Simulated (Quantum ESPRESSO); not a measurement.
## TaS₂: relaxation of cell and atoms (part 3 of 3)

TaS₂ (P-3m1, 3 atoms in the cell); Kohn-Sham DFT of a periodic cell, PBE with rVV10, PseudoDojo 0.4.1 SR PBE standard, no spin polarisation (Quantum ESPRESSO 7.5); cutoff 789.13 eV, 9×9×5 k-mesh, fermi-dirac of 0.05 eV. The structure derives from an entry of the Crystallography Open Database.

Geometry of the input (Å; fractional positions):
```
3.3500  0.0000  0.0000
-1.6750  2.9012  0.0000
0.0000  0.0000  5.8600
Ta 0.0000  0.0000  0.0000
S  0.6667  0.3333  0.7500
S  0.3333  0.6667  0.2500
```

### The program's output, continued
```
   -57.9890 -24.6285 -24.4551 -24.3998  -2.9013  -2.0725   4.6902   5.3549
     6.5742   7.1080   8.7279   8.8573   9.7540  12.8564  13.3566  14.9050
    14.9731  16.1312  16.8388

          k = 0.0000 0.3865 0.2291 (  2833 PWs)   bands (ev):

   -57.9890 -24.6285 -24.4551 -24.3999  -2.8038  -2.1922   4.6778   5.3018
     6.8491   7.0517   8.5846   8.9531   9.7633  12.9462  13.2981  14.7363
    14.8776  16.0547  16.5526

          k = 0.0000 0.5153 0.0000 (  2840 PWs)   bands (ev):

   -57.9860 -24.6929 -24.4704 -24.3868  -2.4698  -1.9631   4.0850   5.9754
     6.4710   7.0738   7.2833   8.6529   9.8732  13.3388  13.8046  15.0840
    15.7131  16.4418  17.6901

          k = 0.0000 0.5153 0.1146 (  2835 PWs)   bands (ev):

   -57.9860 -24.6929 -24.4704 -24.3869  -2.5737  -1.8179   4.0058   5.4124
     6.7175   6.9838   7.9885   8.8297   9.7170  13.3337  13.9345  14.8498
    15.3283  16.1222  16.7211

          k = 0.0000 0.5153 0.2291 (  2834 PWs)   bands (ev):

   -57.9860 -24.6929 -24.4704 -24.3869  -2.6118  -1.7583   3.9715   5.2805
     6.6311   6.8889   8.6422   9.0327   9.4100  13.3499  13.8085  14.9182
    15.0854  15.9424  16.3021

          k = 0.1116 0.1932 0.0000 (  2853 PWs)   bands (ev):

   -57.9947 -24.4981 -24.4295 -24.4239  -3.6802  -2.1982   4.3831   6.2950
     7.1229   7.8246   8.5550   9.4750  10.7602  11.6617  12.1749  14.3603
    14.8610  17.7972  18.1961

          k = 0.1116 0.1932 0.1146 (  2846 PWs)   bands (ev):

   -57.9947 -24.4981 -24.4295 -24.4239  -3.5828  -2.3550   4.6471   6.2526
     7.0783   7.7967   8.5314   9.0848  10.9966  11.6047  12.4376  14.3691
    14.7411  17.8482  18.1701

          k = 0.1116 0.1932 0.2291 (  2842 PWs)   bands (ev):

   -57.9947 -24.4981 -24.4295 -24.4240  -3.3481  -2.6808   5.2694   5.9578
     7.0338   7.8762   8.2908   8.6591  11.2422  11.5857  12.9014  14.2698
    14.5345  17.8468  18.2984

          k = 0.1116 0.3221 0.0000 (  2848 PWs)   bands (ev):

   -57.9905 -24.5855 -24.4584 -24.4061  -3.0841  -2.1666   5.1340   5.8760
     6.1843   7.2215   7.9336   8.7582  10.7159  12.0209  13.0115  14.4350
    15.9594  17.7937  18.5722

          k = 0.1116 0.3221 0.1146 (  2840 PWs)   bands (ev):

   -57.9905 -24.5855 -24.4584 -24.4062  -3.0430  -2.2125   4.9408   5.8805
     6.3373   7.1745   8.0970   8.9371  10.5000  12.2469  13.2469  14.1931
    15.3503  16.9900  18.0214

          k = 0.1116 0.3221 0.2291 (  2835 PWs)   bands (ev):

   -57.9905 -24.5855 -24.4584 -24.4062  -2.8659  -2.4281   5.0081   5.6942
     6.7084   7.2087   8.1075   8.6146  10.6751  12.1151  13.4416  14.2317
    14.8182  16.9760  17.8977

          k = 0.1116 0.4509 0.0000 (  2831 PWs)   bands (ev):

   -57.9867 -24.6608 -24.4846 -24.3899  -2.5128  -2.0708   4.6314   5.7324
     6.3770   6.8804   7.7400   7.8883  10.7089  12.6707  13.7086  14.7834
    15.7827  17.3739  17.6718

          k = 0.1116 0.4509 0.1146 (  2831 PWs)   bands (ev):

   -57.9867 -24.6608 -24.4846 -24.3899  -2.6014  -1.9489   4.4988   5.2792
     6.7198   6.9281   7.9068   8.3100  10.4066  12.8845  13.7868  14.4581
    15.3031  16.7830  17.3305

          k = 0.1116 0.4509 0.2291 (  2829 PWs)   bands (ev):

   -57.9867 -24.6608 -24.4846 -24.3900  -2.5872  -1.9611   4.4563   5.1883
     6.7668   6.9905   8.0499   8.4521  10.2380  12.7137  13.6908  14.5269
    15.4811  16.4024  17.0496

          k = 0.1116 0.5797 0.0000 (  2832 PWs)   bands (ev):

   -57.9852 -24.6902 -24.4949 -24.3834  -2.3509  -1.9184   4.0990   5.9278
     6.4482   6.9640   7.5330   7.6386  10.6952  13.2648  13.7696  14.9861
    15.1346  17.1504  17.5633

          k = 0.1116 0.5797 0.1146 (  2838 PWs)   bands (ev):

   -57.9852 -24.6902 -24.4949 -24.3835  -2.4082  -1.8463   4.1001   5.6217
     6.5917   6.9059   7.7241   7.8448  10.5514  13.2038  13.7668  14.8804
    15.2114  16.9744  17.4936

          k = 0.1116 0.5797 0.2291 (  2843 PWs)   bands (ev):

   -57.9852 -24.6901 -24.4949 -24.3835  -2.4783  -1.7516   4.0735   5.4373
     6.5058   6.7926   8.0355   8.3359  10.1963  13.1657  13.7387  14.6274
    15.5943  16.5512  17.2074

          k = 0.2231 0.3865 0.0000 (  2826 PWs)   bands (ev):

   -57.9870 -24.6332 -24.5054 -24.3911  -2.5156  -2.1273   5.2284   5.7574
     5.9324   6.9008   7.0243   8.2699  11.3233  12.1891  13.7326  14.1810
    16.3913  16.8956  18.6354

          k = 0.2231 0.3865 0.1146 (  2822 PWs)   bands (ev):

   -57.9870 -24.6332 -24.5054 -24.3911  -2.4874  -2.1554   5.1629   5.3874
     6.4362   6.9244   7.0971   8.2250  11.2541  12.0374  13.7334  14.2332
    16.0092  17.6578  17.9016

          k = 0.2231 0.3865 0.2291 (  2826 PWs)   bands (ev):

   -57.9870 -24.6332 -24.5054 -24.3912  -2.4271  -2.2155   5.0746   5.1432
     6.9193   7.0100   7.1876   8.0920  11.2837  11.6391  13.6860  14.4053
    15.7365  17.4163  18.6722

          k = 0.2231 0.5153 0.0000 (  2826 PWs)   bands (ev):

   -57.9847 -24.6556 -24.5446 -24.3813  -2.1732  -1.9994   4.6402   5.5687
     6.2831   6.7539   6.9596   7.7818  11.6680  12.7353  13.4923  14.4402
    15.3802  16.4484  18.6468

          k = 0.2231 0.5153 0.1146 (  2828 PWs)   bands (ev):

   -57.9847 -24.6556 -24.5446 -24.3813  -2.2510  -1.9136   4.6342   5.3946
     6.3651   6.8334   7.0775   7.8114  11.3332  12.7324  13.4412  14.4801
    15.4715  17.1962  18.3470

          k = 0.2231 0.5153 0.2291 (  2836 PWs)   bands (ev):

   -57.9847 -24.6555 -24.5446 -24.3814  -2.2827  -1.8804   4.6639   5.2987
     6.4195   6.8783   7.1582   7.8534  11.0376  12.3578  13.4044  14.7746
    16.0723  17.6053  18.0767

          k = 0.3347 0.5797 0.0000 (  2820 PWs)   bands (ev):

   -57.9839 -24.6110 -24.6110 -24.3779  -1.9995  -1.9995   5.0632   5.3993
     5.3993   7.0270   7.0270   7.6505  12.2832  12.8531  12.8531  14.7518
    14.7518  15.9331  20.1912

          k = 0.3347 0.5797 0.1146 (  2826 PWs)   bands (ev):

   -57.9839 -24.6110 -24.6110 -24.3779  -2.0025  -2.0025   5.1880   5.3806
     5.3806   7.1129   7.1129   7.3996  12.3082  12.5059  12.5059  15.1881
    15.1881  16.4206  19.7697

          k = 0.3347 0.5797 0.2291 (  2829 PWs)   bands (ev):

   -57.9839 -24.6110 -24.6110 -24.3780  -2.0074  -2.0074   5.3531   5.3531
     5.4583   6.9419   7.2563   7.2563  12.0751  12.0751  12.3423  15.8260
    15.8260  17.6305  19.1262

          k = 0.0000 0.1288-0.1146 (  2860 PWs)   bands (ev):

   -57.9975 -24.4389 -24.4365 -24.4108  -3.9224  -2.4097   4.3047   6.6057
     7.1515   8.8030   8.9617   9.4294  10.9632  11.6001  11.7097  14.2102
    14.8767  16.9382  17.3076

          k = 0.0000 0.1288-0.2291 (  2834 PWs)   bands (ev):

   -57.9975 -24.4389 -24.4366 -24.4108  -3.6827  -2.7792   5.1519   6.2559
     7.1624   7.9690   8.8292   9.3855  10.9974  11.5966  12.2611  14.3102
    14.9966  17.2230  17.7800

          k = 0.0000 0.2577-0.1146 (  2843 PWs)   bands (ev):

   -57.9935 -24.5283 -24.4316 -24.4196  -3.4051  -2.3685   4.9251   6.0001
     7.2062   7.3062   8.5536   8.7891  10.5521  11.9593  12.2885  14.7908
    15.1333  18.1235  18.3488

          k = 0.0000 0.2577-0.2291 (  2836 PWs)   bands (ev):

   -57.9935 -24.5283 -24.4316 -24.4196  -3.1716  -2.6689   5.3571   5.8302
     7.1813   7.2647   8.2138   8.8455  10.5458  12.3603  12.5035  14.4142
    14.9604  17.7934  17.9441

          k = 0.0000 0.3865-0.1146 (  2838 PWs)   bands (ev):

   -57.9890 -24.6285 -24.4551 -24.3998  -2.7077  -2.3341   5.1512   5.7151
     6.3150   7.2063   7.5936   8.6537  10.1359  12.5912  12.8664  15.4054
    16.1685  17.3522  17.7511

          k = 0.0000 0.3865-0.2291 (  2833 PWs)   bands (ev):

   -57.9890 -24.6285 -24.4551 -24.3999  -2.6179  -2.4198   4.9254   5.4571
     6.8432   7.1039   7.8021   8.8332  10.0163  12.7937  12.9436  14.9920
    15.6267  16.7721  16.9512

          k = 0.0000 0.5153-0.1146 (  2835 PWs)   bands (ev):

   -57.9860 -24.6929 -24.4704 -24.3869  -2.4507  -1.9871   4.1331   5.8910
     6.5145   7.0156   7.2925   8.7578   9.8637  13.3555  13.6043  15.4062
    15.4715  16.6655  17.4687

          k = 0.0000 0.5153-0.2291 (  2834 PWs)   bands (ev):

   -57.9860 -24.6929 -24.4704 -24.3869  -2.5542  -1.8451   4.0536   5.4859
     6.5042   6.9052   8.1575   8.9894   9.6395  13.3659  13.6247  14.9918
    15.3958  16.1782  17.0494

          k =-0.1116 0.3221-0.1146 (  2840 PWs)   bands (ev):

   -57.9905 -24.5855 -24.4584 -24.4062  -2.9733  -2.3131   5.3128   5.7945
     6.2928   7.3081   7.8708   8.4229  10.9975  11.6661  13.1002  14.5907
    15.7678  18.1261  18.5593

          k =-0.1116 0.3221-0.2291 (  2835 PWs)   bands (ev):

   -57.9905 -24.5855 -24.4584 -24.4062  -2.7556  -2.5570   5.1881   5.7171
     6.6534   7.3132   7.9770   8.2865  10.9520  11.7778  13.3025  14.4302
    15.1124  17.5775  18.2358

          k =-0.1116 0.4509-0.1146 (  2831 PWs)   bands (ev):

   -57.9867 -24.6608 -24.4846 -24.3899  -2.3748  -2.2272   4.6877   5.8122
     6.5016   6.7556   7.6110   7.8604  10.7885  12.3975  13.6749  14.8209
    16.5494  16.9910  17.5988

          k =-0.1116 0.4509-0.2291 (  2829 PWs)   bands (ev):

   -57.9867 -24.6608 -24.4846 -24.3900  -2.4776  -2.1030   4.5718   5.4034
     6.7374   6.9378   7.8881   8.0386  10.5450  12.4321  13.6876  14.5731
    16.2001  16.7749  17.2276

          k =-0.2231 0.5153-0.1146 (  2828 PWs)   bands (ev):

   -57.9847 -24.6556 -24.5446 -24.3813  -2.1693  -2.0068   4.6749   5.5401
     6.2782   6.8426   7.0008   7.6961  11.6080  12.3505  13.5044  14.5205
    16.0083  16.6676  18.2968

          k =-0.2231 0.5153-0.2291 (  2836 PWs)   bands (ev):

   -57.9847 -24.6555 -24.5446 -24.3814  -2.2491  -1.9211   4.6782   5.3963
     6.4020   6.7539   7.2332   7.7493  11.1903  12.1916  13.4336  14.7237
    16.6249  17.1535  17.8698

     the Fermi energy is    10.7438 ev

!    total energy              =    -174.44019091 Ry
     estimated scf accuracy    <          5.9E-13 Ry
     smearing contrib. (-TS)   =      -0.00089726 Ry
     internal energy E=F+TS    =    -174.43929365 Ry

     The total energy is F=E-TS. E is the sum of the following terms:
     one-electron contribution =     -54.70760079 Ry
     hartree contribution      =      36.94840923 Ry
     xc contribution           =     -42.17829424 Ry
     ewald contribution        =    -114.50180786 Ry

     convergence has been achieved in  12 iterations

     Forces acting on atoms (cartesian axes, Ry/au):

     atom    1 type  1   force =     0.00000000    0.00000000    0.00000000
     atom    2 type  2   force =    -0.00000000    0.00000000   -0.00000225
     atom    3 type  2   force =    -0.00000000    0.00000000    0.00000225

     Total force =     0.000003     Total SCF correction =     0.000002
     SCF correction compared to forces is large: reduce conv_thr to get better values

     Computing stress (Cartesian axis) and pressure

          total   stress  (Ry/bohr**3)                   (kbar)     P=        0.01
   0.00000007  -0.00000000   0.00000000            0.01       -0.00        0.00
  -0.00000000   0.00000007   0.00000000           -0.00        0.01        0.00
  -0.00000000  -0.00000000  -0.00000003           -0.00       -0.00       -0.00

=------------------------------------------------------------------------------=
   JOB DONE.
=------------------------------------------------------------------------------=
```

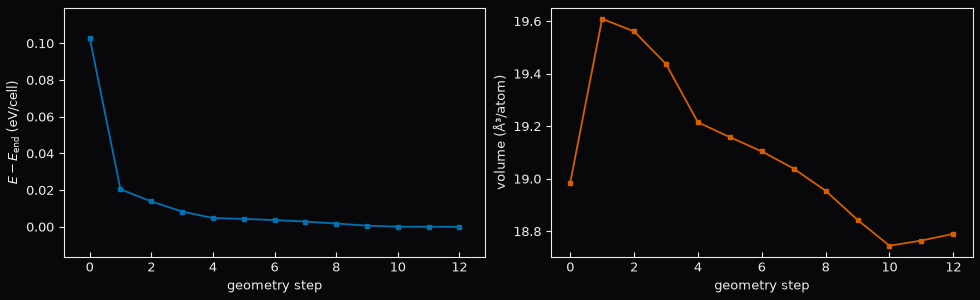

**Figure 1.** Progress of the relaxation, step by step (steps are counted from 0).

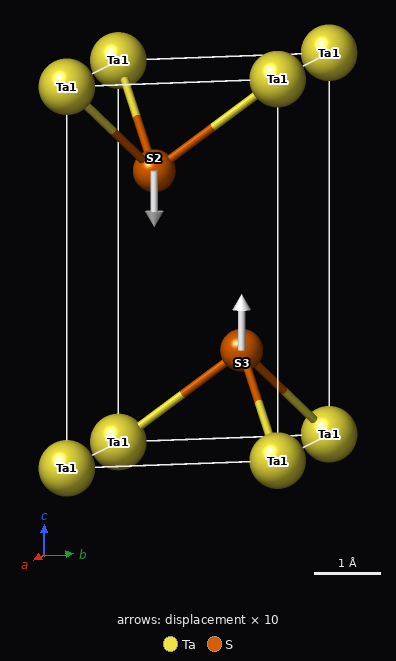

**Figure 2.** The starting structure with the displacements (without the part carried along by the change of the cell) as white arrows, magnified 10 times (ball-and-stick view of the cell of the calculation, seen slightly off an axis). The largest moves relative to the cell, 0.087 Å, are those of S2 and S3. Ta stays in place. The drawn cell changes as follows: a = b 3.350 → 3.336 Å (−0.4 %), c 5.860 → 5.848 Å (−0.2 %); the volume changes by −1.0 %. Among the contacts that change: Ta1–S2 2.426 → 2.472 Å. Among the angles that change: S2–Ta1–S3 92.7° → 95.1°, Ta1–S3–Ta1 87.3° → 84.9°, S2–Ta1–S2 87.3° → 84.9°. The space group stays P-3m1 (No. 164). Over 12 geometry steps the energy falls by 0.103 eV per cell of the calculation. Largest force component: 1.3 eV/Å at the start, under 0.0001 eV/Å at the end. (Atoms are counted from 1 in the order of the input.)

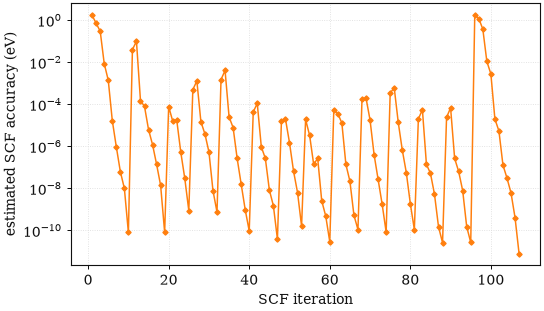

**Figure 3.** Convergence of the self-consistent field: estimated SCF accuracy against the iteration. The field takes 107 iterations in all.

### Key numbers

```tsv
quantity	value
outcome	converged
space group (tolerance 0.01 Å)	P-3m1 (164)
electrons treated	25
free energy	−2373.3797 eV
Fermi energy	10.744 eV
gap on the k-point mesh	none (metallic)
pressure	0.00 GPa
final volume	56.37 Å³
largest force (length of the vector) at the end	under 0.001 eV/Å
final cell	a = 3.336 Å, b = 3.336 Å, c = 5.848 Å, α = 90.00°, β = 90.00°, γ = 120.00°
wall time	6 min
peak memory	0.13 GiB
```

### Notes

Further notes kept with the run: rVV10 parameter b fitted to another functional. Notes on the run: SCF correction compared to forces is large. Points of doubt noted for this run: rvv10 parameter b fitted to another functional. Spin–orbit coupling is left out, which matters for Ta. The cell holds an odd number of electrons but the run has no spin polarisation, so it comes out as a metal.
